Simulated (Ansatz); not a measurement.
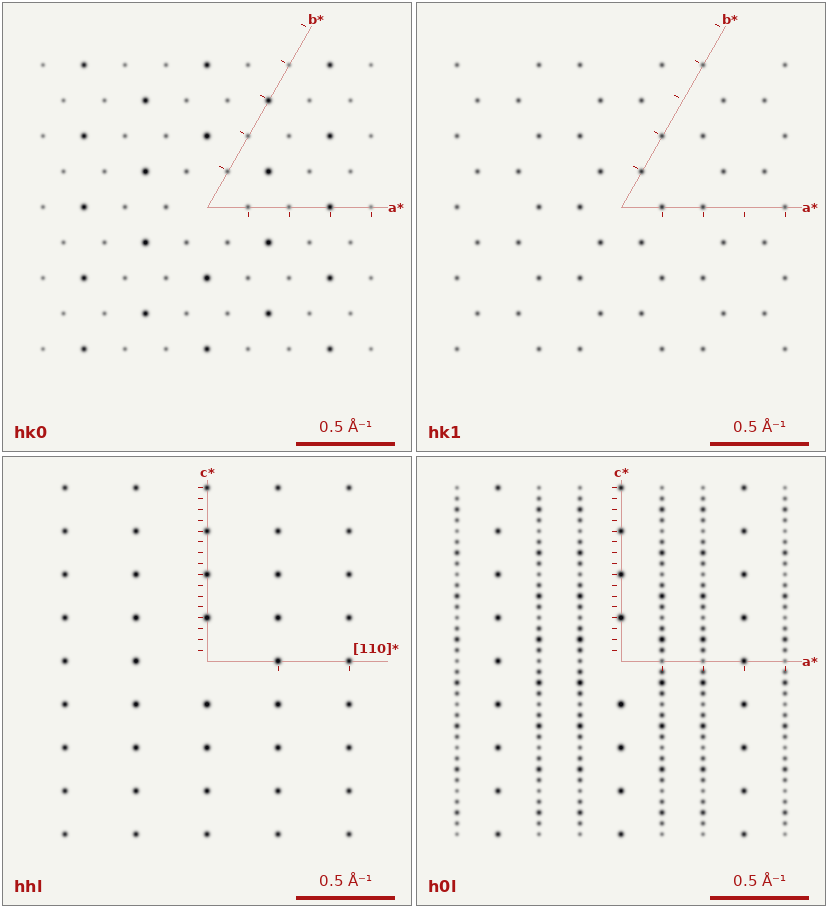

Simulated precession-type sections (X-rays; kinematic intensities, B = 0.5 Å²). The ticks mark integer indices of the conventional cell.

**Read the reciprocal cell and give the direct cell.**

a* = 0.211, b* = 0.211, c* = 0.056 Å⁻¹, γ* = 60°; the cell is hexagonal with a = 5.48 Å, c = 17.97 Å (hexagonal axes).

**Which reflection conditions do the layers show?**

Reflections are present only under these conditions. hkl: no condition; hk0: no condition; h0l: no condition; hhl: l = 2n; 00l: l = 2n. The lattice is primitive (P). Further gaps, such as 0 3 1, 3 0 1, 3 0 3, come from atoms on special positions, not from the group's general conditions. A few very weak reflections are below the display threshold.

**Which space groups fit?**

The intensities have Laue symmetry 6/mmm (the hk0 layer shows 6mm, hk1 shows 6mm). With these conditions the candidates are P6_3mc (No. 186), P-62c (No. 190), P6_3/mmc (No. 194). Diffraction geometry alone does not choose among them; the structure has P6_3/mmc. The compound is Cs. Structure: coordinates from a relaxation with Ansatz 0.2.0, DFT, PBE, plane waves (420 eV) with PAW, scalar-relativistic; the starting structure was generated, so it need not be a known form of this composition.
